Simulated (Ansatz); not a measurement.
# How much does W in Au(111), 2x2 scatter?, part 2 of 3

How strong a scatterer is W in Au(111), 2x2, and does relaxation matter?

Ansatz 0.2.0; Ansatz plane-wave DFT, PBE, PAW files; ballistic transport by layer matching (Landauer), zero bias (the session's first sound run).

So far, resistivity per at.% scaled from this dense plane, with the factor 3/4 for isotropic scattering (µΩ cm): step 3 (resistance at ideal sites) 25.4.

### 4. Relaxing the neighbours

The neighbours of the defect are let go while the lead's layers stay on their sites, since a lead must repeat to 0.01 Å.

This step: Ansatz plane-wave DFT, PBE, PAW files; relaxation with the lead's layers held (Ansatz 0.2.0).

input.yaml reads:

```yaml
crystal:
  lattice:
    - [5.7675164607, 0.0, 0.0]
    - [-2.8837582304, 4.9948157718, 0.0]
    - [-1.4418791152, 0.8324692953, 25.9003660885]
  atoms:
    - { symbol: Au, position: [0.0075757576, 0.9924242424, 0.0454545455] }
    - { symbol: Au, position: [0.0075757576, 0.4924242424, 0.0454545455] }
    - { symbol: Au, position: [0.5075757576, 0.9924242424, 0.0454545455] }
    - { symbol: Au, position: [0.5075757576, 0.4924242424, 0.0454545455] }
    - { symbol: Au, position: [0.1893939394, 0.3106060606, 0.1363636364] }
    - { symbol: Au, position: [0.1893939394, 0.8106060606, 0.1363636364] }
    - { symbol: Au, position: [0.6893939394, 0.3106060606, 0.1363636364] }
    - { symbol: Au, position: [0.6893939394, 0.8106060606, 0.1363636364] }
    - { symbol: Au, position: [0.3712121212, 0.1287878788, 0.2272727273] }
    - { symbol: Au, position: [0.3712121212, 0.6287878788, 0.2272727273] }
    - { symbol: Au, position: [0.8712121212, 0.1287878788, 0.2272727273] }
    - { symbol: Au, position: [0.8712121212, 0.6287878788, 0.2272727273] }
    - { symbol: Au, position: [0.053030303, 0.946969697, 0.3181818182] }
    - { symbol: Au, position: [0.053030303, 0.446969697, 0.3181818182] }
    - { symbol: Au, position: [0.553030303, 0.946969697, 0.3181818182] }
    - { symbol: Au, position: [0.553030303, 0.446969697, 0.3181818182] }
    - { symbol: Au, position: [0.2348484848, 0.2651515152, 0.4090909091] }
    - { symbol: Au, position: [0.2348484848, 0.7651515152, 0.4090909091] }
    - { symbol: Au, position: [0.7348484848, 0.2651515152, 0.4090909091] }
    - { symbol: Au, position: [0.7348484848, 0.7651515152, 0.4090909091] }
    - { symbol: W, position: [0.4166666667, 0.0833333333, 0.5] }
    - { symbol: Au, position: [0.4166666667, 0.5833333333, 0.5] }
    - { symbol: Au, position: [0.9166666667, 0.0833333333, 0.5] }
    - { symbol: Au, position: [0.9166666667, 0.5833333333, 0.5] }
    - { symbol: Au, position: [0.0984848485, 0.9015151515, 0.5909090909] }
    - { symbol: Au, position: [0.0984848485, 0.4015151515, 0.5909090909] }
    - { symbol: Au, position: [0.5984848485, 0.9015151515, 0.5909090909] }
    - { symbol: Au, position: [0.5984848485, 0.4015151515, 0.5909090909] }
    - { symbol: Au, position: [0.2803030303, 0.2196969697, 0.6818181818] }
    - { symbol: Au, position: [0.2803030303, 0.7196969697, 0.6818181818] }
    - { symbol: Au, position: [0.7803030303, 0.2196969697, 0.6818181818] }
    - { symbol: Au, position: [0.7803030303, 0.7196969697, 0.6818181818] }
    - { symbol: Au, position: [0.4621212121, 0.0378787879, 0.7727272727] }
    - { symbol: Au, position: [0.4621212121, 0.5378787879, 0.7727272727] }
    - { symbol: Au, position: [0.9621212121, 0.0378787879, 0.7727272727] }
    - { symbol: Au, position: [0.9621212121, 0.5378787879, 0.7727272727] }
    - { symbol: Au, position: [0.1439393939, 0.8560606061, 0.8636363636] }
    - { symbol: Au, position: [0.1439393939, 0.3560606061, 0.8636363636] }
    - { symbol: Au, position: [0.6439393939, 0.8560606061, 0.8636363636] }
    - { symbol: Au, position: [0.6439393939, 0.3560606061, 0.8636363636] }
    - { symbol: Au, position: [0.3257575758, 0.1742424242, 0.9545454545] }
    - { symbol: Au, position: [0.3257575758, 0.6742424242, 0.9545454545] }
    - { symbol: Au, position: [0.8257575758, 0.1742424242, 0.9545454545] }
    - { symbol: Au, position: [0.8257575758, 0.6742424242, 0.9545454545] }
kpoints:
  mp_grid: { grid: [5, 5, 1] }
hamiltonian:
  xc: pbe
scf:
  occupations: { method: fermi_dirac, width: 0.1 }
relax:
  f_tol: 0.03
  max_steps: 40
  constraints:
    - { sites: [0, 1, 2, 3, 4, 5, 6, 7, 8, 9, 10, 11, 32, 33, 34, 35, 36, 37, 38, 39, 40, 41, 42, 43] }
```

Run with:

```
> ansatz run input.yaml --threads 8 --pin off --max-ram 15360MiB --backend cpu --events-out ev --progress --plain --runs-dir out
```

Numbers of over 12 decimals in the logs are rounded to 6 here.

Log:

```text
[...]
Crystal: 44 atoms, lattice volume = 746.130 Å³
Basis set: ecut = 420 eV, 14649 PW (Γ), exchange–correlation on 80×80×360 points (8 copies of the dense FFT grid, shifted against one another)
Bands: 499, of which v1, the nominal top of the filled ones, is band 416 counted from 1 (415 counted from 0)
Symmetry: 4 space group operations
[...]
k-points: 9 of 25
[...]
SCF iter   1: F=—  HF=-575802.276109 eV  |F-HF|=—  |Δ(HF+E_count)|=         —  Δρ=5.94e-3  dr2=8.07e0  ethr=1.77e-3  ⟨swp⟩=4.7  Hψ=13646  notcnv=0  defer=262
[...]
SCF iter   7: F=-575802.235832 eV  HF=-575802.235837 eV  |F-HF|=5.55e-6  |Δ(HF+E_count)|=   6.30e-7  Δρ=7.27e-6  dr2=5.82e-6  ethr=2.71e-9  ⟨swp⟩=3.0  Hψ=11631  notcnv=0
SCF 1 converged in 7 iterations: F = -575802.235832 eV  dr2 = 5.82e-6
[...]
relax step   1: F+E_penalty+E_count = -575802.23583172 eV  Δ(F+E_penalty+E_count) = +0.000e0 eV  max|allowed force component| = 3.498e-1 eV/Å  Δτ_max = 0.0000 Å  (7 SCF iters, dr2 threshold 2.25e-5 eV, accepted)
[...]
iter 1 solved again at ethr=5.08e-5 eV; its pass at ethr=3.10e-3 eV (dr2=4.23e-1 eV) is discarded
[...]
SCF iter   6: F=-575802.167590 eV  HF=-575802.167596 eV  |F-HF|=5.76e-6  |Δ(HF+E_count)|=   9.02e-7  Δρ=1.97e-5  dr2=7.43e-6  ethr=9.20e-10  ⟨swp⟩=3.2  Hψ=14490  notcnv=0
SCF 2 converged in 6 iterations: F = -575802.167590 eV  dr2 = 7.43e-6
relax step   2: F+E_penalty+E_count = -575802.16758985 eV  Δ(F+E_penalty+E_count) = +6.824e-2 eV  max|allowed force component| = 5.522e-1 eV/Å  Δτ_max = 0.1280 Å  (6 SCF iters, dr2 threshold 7.65e-6 eV, rejected (line search))
SCF iter   1: F=—  HF=-575802.325498 eV  |F-HF|=—  |Δ(HF+E_count)|=         —  Δρ=3.41e-3  dr2=8.58e-2  ethr=1.18e-4  ⟨swp⟩=5.2  Hψ=9380  notcnv=0  defer=517
[...]
SCF iter  10: F=-575802.311658 eV  HF=-575802.311658 eV  |F-HF|=5.36e-9  |Δ(HF+E_count)|=   7.57e-9  Δρ=3.57e-7  dr2=5.78e-9  ethr=1.20e-11  ⟨swp⟩=2.1  Hψ=10557  notcnv=0
SCF 3 converged in 10 iterations: F = -575802.311658 eV  dr2 = 5.78e-9
relax step   3: F+E_penalty+E_count = -575802.31165785 eV  Δ(F+E_penalty+E_count) = -7.583e-2 eV  max|allowed force component| = 3.246e-2 eV/Å  Δτ_max = 0.0565 Å  (10 SCF iters, accepted)
SCF iter   1: F=—  HF=-575802.311304 eV  |F-HF|=—  |Δ(HF+E_count)|=         —  Δρ=2.03e-4  dr2=2.75e-4  ethr=6.40e-7  ⟨swp⟩=4.4  Hψ=8214  notcnv=0  defer=519
[...]
SCF iter   6: F=-575802.312023 eV  HF=-575802.312023 eV  |F-HF|=4.66e-9  |Δ(HF+E_count)|=   1.28e-9  Δρ=3.41e-7  dr2=5.20e-9  ethr=5.77e-12  ⟨swp⟩=2.0  Hψ=9339  notcnv=0
SCF 4 converged in 6 iterations: F = -575802.312023 eV  dr2 = 5.20e-9
relax step   4: F+E_penalty+E_count = -575802.31202311 eV  Δ(F+E_penalty+E_count) = -3.653e-4 eV  max|allowed force component| = 3.358e-3 eV/Å  Δτ_max = 0.0077 Å  (6 SCF iters, accepted)
SCF converged after 6 iterations
Free energy (F): -575802.312023 eV
[...]
Internal energy: -575801.625531 eV  (E = F + TS)
E sigma→0 (E₀):  -575801.968777 eV
Entropy (-TS):   -0.686492 eV (-15.602 meV/atom)
Fermi energy:    20.813381 eV
[...]
--- Forces (eV/Å), atoms counted from 1 ---
  atom   1  Au    -0.00068379     0.00479464    -0.00224448
  atom   2  Au     0.00461377    -0.00266376    -0.02010340
  atom   3  Au    -0.00208498     0.00120376     0.00923342
  atom   4  Au    -0.00449418    -0.00180514    -0.00224448
  atom   5  Au    -0.00354260     0.00204532     0.02018845
  atom   6  Au    -0.00251741    -0.00510177     0.01043096
  atom   7  Au     0.00315956     0.00473102     0.01043096
  atom   8  Au     0.00419666    -0.00242294    -0.03653521
  atom   9  Au     0.00492686    -0.00284453    -0.01252533
  atom  10  Au    -0.01181005    -0.00422127     0.06007835
  atom  11  Au    -0.00224930     0.01233844     0.06007835
  atom  12  Au     0.01426312    -0.00823482     0.05816065
  atom  13  Au     0.00098974     0.00013289     0.00050956
  atom  14  Au     0.00105808    -0.00061088     0.00033308
  atom  15  Au    -0.00316634     0.00182809     0.00024589
  atom  16  Au     0.00037979    -0.00092359     0.00050956
  atom  17  Au     0.00309047    -0.00178428    -0.00022169
  atom  18  Au     0.00064566     0.00145768    -0.00335780
  atom  19  Au    -0.00093956    -0.00128800    -0.00335780
  atom  20  Au    -0.00173409     0.00100118    -0.00142010
  atom  21  W      0.00000000     0.00000000     0.00000000
  atom  22  Au     0.00000000     0.00000000     0.00000000
  atom  23  Au     0.00000000     0.00000000     0.00000000
  atom  24  Au     0.00000000     0.00000000     0.00000000
  atom  25  Au     0.00093956     0.00128800     0.00335780
  atom  26  Au     0.00173409    -0.00100118     0.00142010
  atom  27  Au    -0.00309047     0.00178428     0.00022169
  atom  28  Au    -0.00064566    -0.00145768     0.00335780
  atom  29  Au     0.00316634    -0.00182809    -0.00024589
  atom  30  Au    -0.00037979     0.00092359    -0.00050956
  atom  31  Au    -0.00098974    -0.00013289    -0.00050956
  atom  32  Au    -0.00105808     0.00061088    -0.00033308
  atom  33  Au    -0.00492686     0.00284453     0.01252533
  atom  34  Au     0.01181005     0.00422127    -0.06007835
  atom  35  Au     0.00224930    -0.01233844    -0.06007835
  atom  36  Au    -0.01426312     0.00823482    -0.05816065
  atom  37  Au    -0.00315956    -0.00473102    -0.01043096
  atom  38  Au    -0.00419666     0.00242294     0.03653521
  atom  39  Au     0.00354260    -0.00204532    -0.02018845
  atom  40  Au     0.00251741     0.00510177    -0.01043096
  atom  41  Au     0.00208498    -0.00120376    -0.00923342
  atom  42  Au     0.00449418     0.00180514     0.00224448
  atom  43  Au     0.00068379    -0.00479464     0.00224448
  atom  44  Au    -0.00461377     0.00266376     0.02010340
  max |Σ_I F_I| component: 3.47e-18 eV/Å
--- Relaxed structure (4 steps of the walk, 3 accepted, 0 SCFs on fresh bases) ---
  F+E_penalty+E_count = -575802.31202311 eV   max|allowed force component| = 3.358e-3 eV/Å
  atoms:
    - { symbol: Au, position: [0.00757576, 0.992424, 0.045455] }
    - { symbol: Au, position: [0.00757576, 0.492424, 0.045455] }
    - { symbol: Au, position: [0.507576, 0.992424, 0.045455] }
    - { symbol: Au, position: [0.507576, 0.492424, 0.045455] }
    - { symbol: Au, position: [0.189394, 0.310606, 0.1363636364] }
    - { symbol: Au, position: [0.189394, 0.810606, 0.136364] }
    - { symbol: Au, position: [0.689394, 0.310606, 0.136364] }
    - { symbol: Au, position: [0.689394, 0.810606, 0.136364] }
    - { symbol: Au, position: [0.371212, 0.128788, 0.227273] }
    - { symbol: Au, position: [0.371212, 0.628788, 0.227273] }
    - { symbol: Au, position: [0.871212, 0.128788, 0.227273] }
    - { symbol: Au, position: [0.871212, 0.628788, 0.227273] }
    - { symbol: Au, position: [0.054493, 0.946986, 0.318341] }
    - { symbol: Au, position: [0.053701, 0.446299, 0.319620] }
    - { symbol: Au, position: [0.552846, 0.947154, 0.318308] }
    - { symbol: Au, position: [0.553014, 0.445507, 0.318341] }
    - { symbol: Au, position: [0.237631, 0.262369, 0.411037] }
    - { symbol: Au, position: [0.237607, 0.768083, 0.411082] }
    - { symbol: Au, position: [0.731917, 0.262393, 0.411082] }
    - { symbol: Au, position: [0.735061, 0.764939, 0.407643] }
    - { symbol: W, position: [0.416667, 0.083333, 0.500000] }
    - { symbol: Au, position: [0.416667, 0.583333, 0.500000] }
    - { symbol: Au, position: [0.916667, 0.083333, 0.500000] }
    - { symbol: Au, position: [0.916667, 0.583333, 0.500000] }
    - { symbol: Au, position: [0.101416, 0.904273, 0.588918] }
    - { symbol: Au, position: [0.098273, 0.401727, 0.592357] }
    - { symbol: Au, position: [0.595702, 0.904298, 0.588963] }
    - { symbol: Au, position: [0.595727, 0.398584, 0.588918] }
    - { symbol: Au, position: [0.280487, 0.219513, 0.681692] }
    - { symbol: Au, position: [0.280319, 0.721160, 0.681659] }
    - { symbol: Au, position: [0.778840, 0.219681, 0.681659] }
    - { symbol: Au, position: [0.779632, 0.720368, 0.680380] }
    - { symbol: Au, position: [0.462121, 0.037879, 0.772727] }
    - { symbol: Au, position: [0.462121, 0.537879, 0.772727] }
    - { symbol: Au, position: [0.962121, 0.037879, 0.772727] }
    - { symbol: Au, position: [0.962121, 0.537879, 0.772727] }
    - { symbol: Au, position: [0.143939, 0.856061, 0.863636] }
    - { symbol: Au, position: [0.143939, 0.356061, 0.863636] }
    - { symbol: Au, position: [0.643939, 0.856061, 0.863636] }
    - { symbol: Au, position: [0.643939, 0.356061, 0.863636] }
    - { symbol: Au, position: [0.325758, 0.174242, 0.954545] }
    - { symbol: Au, position: [0.325758, 0.674242, 0.954545] }
    - { symbol: Au, position: [0.825758, 0.174242, 0.954545] }
    - { symbol: Au, position: [0.825758, 0.674242, 0.954545] }
```

The job ended after 2.8 min (8 threads of Arm Neoverse V1, shared host; peak memory 11 GiB; 22 min of CPU time).

Relaxation path:

| step | energy less that of the first step (eV) | largest force component (eV/Å) |
| --- | --- | --- |
| 1 | 0.0000 | 0.3498 |
| 2 | 0.0682 | 0.5522 |
| 3 | -0.0758 | 0.0325 |
| 4 | -0.0762 | 0.0034 |

Relaxation step 2 was tried and not accepted.

The run keeps the 4 symmetry operations that it works with, so distortions that break them were not tested.

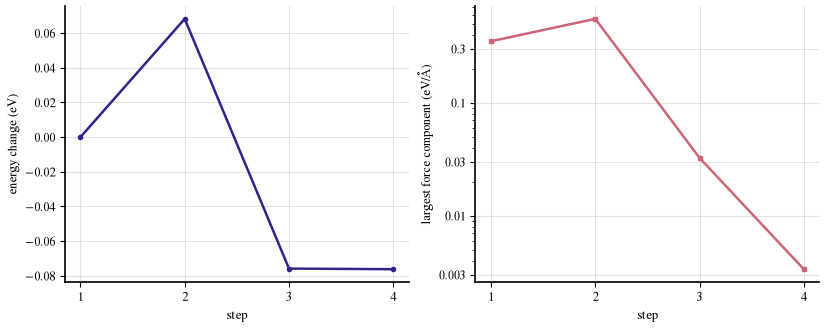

Energy and largest force along the relaxation.

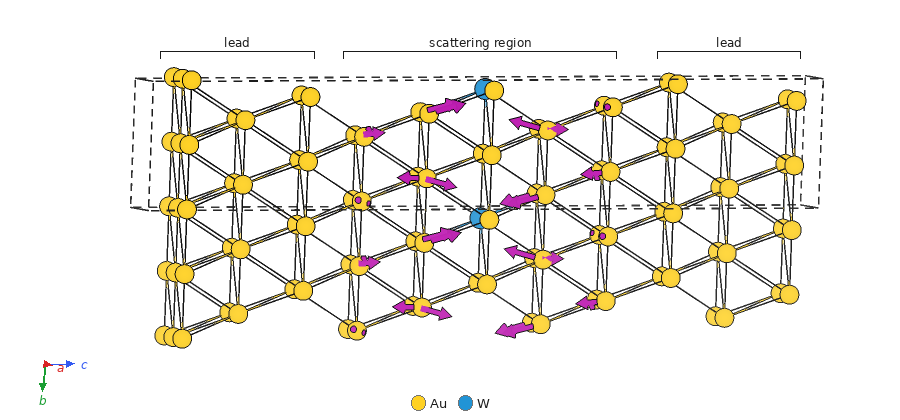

Displacements in the relaxation, exaggerated; the longest in the cell stands for 0.06 Å. 1×2×1 cells are drawn. Some periodic images of atoms are drawn too.

The atoms that moved most (Å):

```
atom      dx      dy      dz  length
Au17   0.021  -0.012   0.050   0.056
Au27  -0.021   0.012  -0.050   0.056
Au18   0.005   0.016   0.052   0.054
Au19  -0.012  -0.012   0.052   0.054
Au28  -0.005  -0.016  -0.052   0.054
Au25   0.012   0.012  -0.052   0.054
Au26  -0.004   0.002   0.037   0.038
Au20   0.004  -0.002  -0.037   0.038
```

Numbers from this step:

```yaml
free_energy: -575802.3120 eV
energy_at_zero_smearing: -575801.9688 eV
```

The largest force component on a free atom ends at 0.0034 eV/Å, under the tolerance of 0.03, after 4 steps.

[end of part 2 of 3]

[Logs are printed without paths, hosts, clocks, repeated set-up lines and the standing remarks that a program may print on its own settings, such as how far it seeks lower states.]

[Hosts, paths, dates, database ids (printed as entryN), source tags and the programs' standing remarks are cut or masked in the printed files.]
